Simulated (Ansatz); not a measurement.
The compound is MgS (space group P6_3mc, No. 186), taken as the input geometry of an electronic-structure calculation (not necessarily at equilibrium).

```cif
data_structure
_symmetry_space_group_name_H-M 'P 1'
_symmetry_Int_Tables_number 1
_cell_length_a 4.0547
_cell_length_b 4.0547
_cell_length_c 6.4908
_cell_angle_alpha 90.000
_cell_angle_beta 90.000
_cell_angle_gamma 120.000
_cell_volume 92.41
loop_
_atom_site_label
_atom_site_type_symbol
_atom_site_fract_x
_atom_site_fract_y
_atom_site_fract_z
_atom_site_occupancy
Mg1 Mg 0.66667 0.33333 0.49702 1
Mg2 Mg 0.33333 0.66667 0.99702 1
S1 S 0.33333 0.66667 0.37798 1
S2 S 0.66667 0.33333 0.87798 1
```

Bonds are taken as Mg–S below 2.8 Å; no other contact counts. The graph is simplified in the usual way: terminal and isolated atoms are pruned, two-connected atoms become edges.

What net does this leave?

The result is a uninodal 4-connected, three-periodic net: Mg and S are 4-connected nodes. It is the lon net, known from lonsdaleite, wurtzite and tridymite. It is a single net, without interpenetration.

```tsv
node	links	point symbol	coordination sequence
Mg and S	4	6⁶	4 12 25 44 67 96 130 170 214 264
```

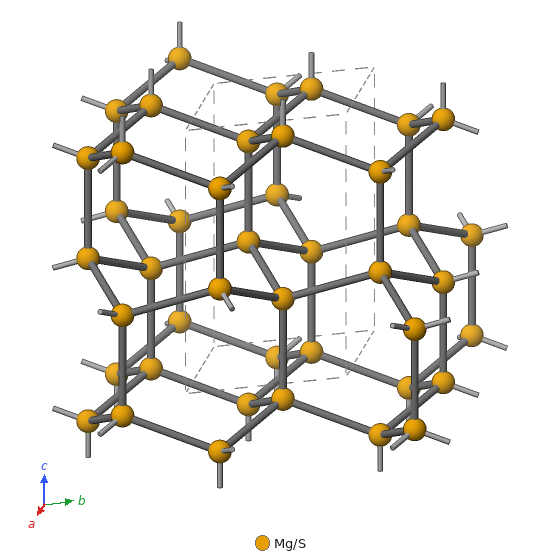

Nodes are coloured by topological kind. Edges to nodes outside the piece are drawn as stubs.
